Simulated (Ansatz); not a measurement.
# A series of single points on W

System: W (R3m, 8 atoms in the cell).
Method: DFT PBEsol, scalar-relativistic, plane waves, PAW, no spin polarisation (Ansatz 0.2.0).

The 9 runs differ only in the geometry, by a shift of atoms along one path in a fixed cell. The shift s is measured from run 5: W1 moves along the Cartesian direction (0.58, 0.58, 0.58). The structure derives from an entry of the Crystallography Open Database.

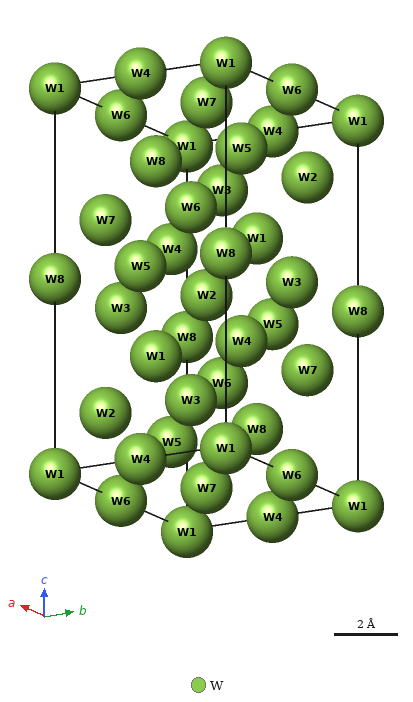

Figure 1. The structure of run 5 (spheres-only view of the cell 3 times as large as that of the calculation, set on its symmetry axes, seen at an oblique angle; atoms are numbered from 1 in the order of the input). An atom can appear more than once, as a periodic image.

**Input of run 5**
```yaml
crystal:
  lattice:
    - [0.0, 4.06, 4.06]
    - [4.06, 0.0, 4.06]
    - [4.06, 4.06, 0.0]
  atoms:
    - { symbol: W, position: [0.00568818, 0.00568818, 0.00568818] }
    - { symbol: W, position: [0.0, 0.0, 0.5] }
    - { symbol: W, position: [0.0, 0.5, 0.0] }
    - { symbol: W, position: [0.0, 0.5, 0.5] }
    - { symbol: W, position: [0.5, 0.0, 0.0] }
    - { symbol: W, position: [0.5, 0.0, 0.5] }
    - { symbol: W, position: [0.5, 0.5, 0.0] }
    - { symbol: W, position: [0.5, 0.5, 0.5] }
basis:
  ecutwfc: 420
kpoints:
  mp_grid: { grid: [10, 10, 10] }
hamiltonian:
  xc: pbesol
scf:
  occupations: { method: gaussian, width: 0.15 }
output:
  forces: true
  stress: true
  eigenvalues: true
```

Command:
```bash
ansatz run input.yaml --threads 2 --pin off --max-ram 5120MiB --backend cpu --events-out ev --progress --plain --runs-dir out
```

Lattice vectors (Å) and fractional positions of run 5:
```
   0.000000    4.060000    4.060000
   4.060000    0.000000    4.060000
   4.060000    4.060000    0.000000
W   0.005688  0.005688  0.005688
W   0.000000 -0.000000  0.500000
W   0.000000  0.500000 -0.000000
W   0.000000  0.500000  0.500000
W   0.500000  0.000000 -0.000000
W   0.500000  0.000000  0.500000
W   0.500000  0.500000 -0.000000
W   0.500000  0.500000  0.500000
```

Run 4 differs from it as follows:
```diff
-    - { symbol: W, position: [0.00568818, 0.00568818, 0.00568818] }
+    - { symbol: W, position: [0.004266135, 0.004266135, 0.004266135] }
```

**Results, with one run withheld**

```csv
run,shift s of W1 (Å),"free energy per atom, from the lowest run given (meV)",pressure (GPa),force along the path (eV/Å)
1,−0.2800,20.40,−11.55,1.546
2,−0.2000,7.23,−12.21,1.051
3,−0.1200,0.00,−12.55,0.373
4,−0.0200,?,?,?
5,0.0000,2.77,−12.42,−0.729
6,0.0200,4.80,−12.33,−0.895
7,0.0600,10.04,−12.07,−1.195
8,0.0800,13.20,−11.92,−1.326
9,0.1000,16.66,−11.74,−1.443
```

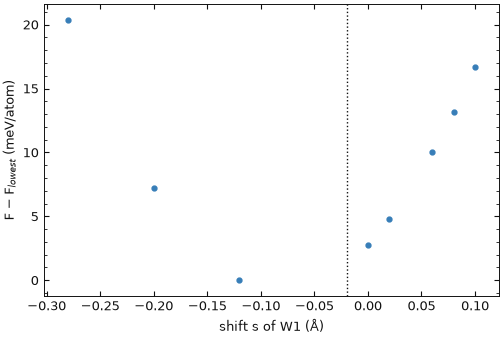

Figure 2. Free energy per atom of the runs given; the dotted line marks run 4.

What should run 4 give?

A cubic polynomial in the coordinate, fitted to the 8 runs given, misses them by at most 0.24 meV per atom. With x = s + 0.0425, it reads F = 0.1371 + 40.189 x + 535.34 x² + 23.696 x³ (meV per atom). At run 4 it gives 1.31 meV per atom, and the run itself gives 1.16. The slope of the fit gives a force −dF/ds of −0.515 eV/Å along the path (summed over the atoms that move), and the printed forces give −0.554 eV/Å. The fit has its minimum at s = −0.0801 Å.

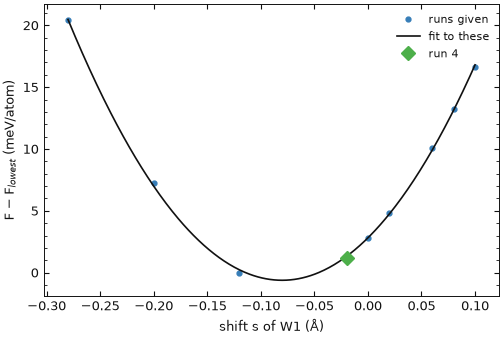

Figure 3. The fit and the withheld run.

**Output, shortened to warnings, some set-up lines, iterations and results (run 4)**
```
Basis set: ecut = 420 eV, 2685 PW (Γ), exchange–correlation on 80×80×80 points (8 copies of the dense FFT grid, shifted against one another)
Symmetry: 6 space group operations
k-points: 116 of 1000 (time reversal used)
Initial density: superposition of atomic densities (neutral atoms: chi_scale 0, normalization atom), corrected by the library's trained network
[...]
SCF iter   1: F=—  HF=-82048.343891 eV  |F-HF|=—  |Δ(HF+E_count)|=         —  Δρ=2.95e-3  dr2=6.41e-3  ethr=1.77e-3  ⟨swp⟩=4.4  Hψ=28595  notcnv=0
SCF iter   2: F=—  HF=-82048.342577 eV  |F-HF|=—  |Δ(HF+E_count)|=   1.31e-3  Δρ=1.79e-3  dr2=2.49e-3  ethr=5.73e-6  ⟨swp⟩=2.0  Hψ=12118  notcnv=0
SCF iter   3: F=—  HF=-82048.342397 eV  |F-HF|=—  |Δ(HF+E_count)|=   1.80e-4  Δρ=1.06e-4  dr2=7.56e-6  ethr=2.22e-6  ⟨swp⟩=2.0  Hψ=10113  notcnv=0
SCF iter   4: F=—  HF=-82048.342392 eV  |F-HF|=—  |Δ(HF+E_count)|=   4.78e-6  Δρ=2.99e-5  dr2=5.77e-7  ethr=6.75e-9  ⟨swp⟩=2.0  Hψ=14180  notcnv=0
SCF iter   5: F=—  HF=-82048.342392 eV  |F-HF|=—  |Δ(HF+E_count)|=   8.76e-8  Δρ=1.19e-5  dr2=1.01e-7  ethr=5.15e-10  ⟨swp⟩=1.0  Hψ=7553  notcnv=0
SCF iter   6: F=-82048.342392 eV  HF=-82048.342392 eV  |F-HF|=1.79e-9  |Δ(HF+E_count)|=   3.78e-9  Δρ=2.99e-6  dr2=6.81e-9  ethr=8.93e-11  ⟨swp⟩=8.5  Hψ=26384  notcnv=0
SCF 1 converged in 6 iterations: F = -82048.342392 eV  dr2 = 6.81e-9
SCF converged after 6 iterations
Free energy (F): -82048.342392 eV
Harris-Foulkes:  -82048.342392 eV  (|F-HF|=1.79e-9)
Internal energy: -82048.215078 eV  (E = F + TS)
E sigma→0 (E₀):  -82048.278735 eV
Entropy (-TS):   -0.127314 eV (-15.914 meV/atom)
Fermi energy:    20.645250 eV
--- Per-component energies (eV) ---
  E_band       = -804.649483
  E_kinetic    = 3584.437056
  E_local      = -5122.592503  (includes V_loc(G=0)·N_el)
  E_nonlocal   = 26.100373
  E_hartree    = 1810.886929
  E_xc         = -2113.866285
  E_vxc        = -1898.883047  (∫ρ·V_xc dr)
  E_paw        = -67487.302948  (= ΣΔE_a)
  E_vpaw       = -1015.487144  (= ΣTr[D̂ρ^β])
  E_aug_tail   = -0.000441  (compensation charges beyond the density's cutoff)
  E_ewald      = -12747.651595
  E_core_change = 1.774337  (= ΣΔE_core)
  E_smearing   = -0.127314  (= −TS)
  E_closure    = 0.000000  (closes the sum)
  Σ components = -82048.342392   (vs F -82048.342392, Δ=0.00e0)
--- Forces (eV/Å), atoms counted from 1 ---
  atom   1  W     -0.32006960    -0.32006960    -0.32006960
  atom   2  W      0.28911368     0.28911368    -0.06864330
  atom   3  W      0.28911368    -0.06864330     0.28911368
  atom   4  W     -0.06797764    -0.06686918    -0.06686918
  atom   5  W     -0.06864330     0.28911368     0.28911368
  atom   6  W     -0.06686918    -0.06797764    -0.06686918
  atom   7  W     -0.06686918    -0.06686918    -0.06797764
  atom   8  W      0.01220147     0.01220147     0.01220147
  max |Σ_I F_I| component: 5.97e-8 eV/Å
--- Stress (GPa, compression-positive) ---
      -12.496657      -0.103129      -0.103129
       -0.103129     -12.496657      -0.103129
       -0.103129      -0.103129     -12.496657
  P = ⅓ Tr σ = -12.4967 GPa (-124.967 kbar)
```

Notes: Spin–orbit coupling is left out, which matters for W.
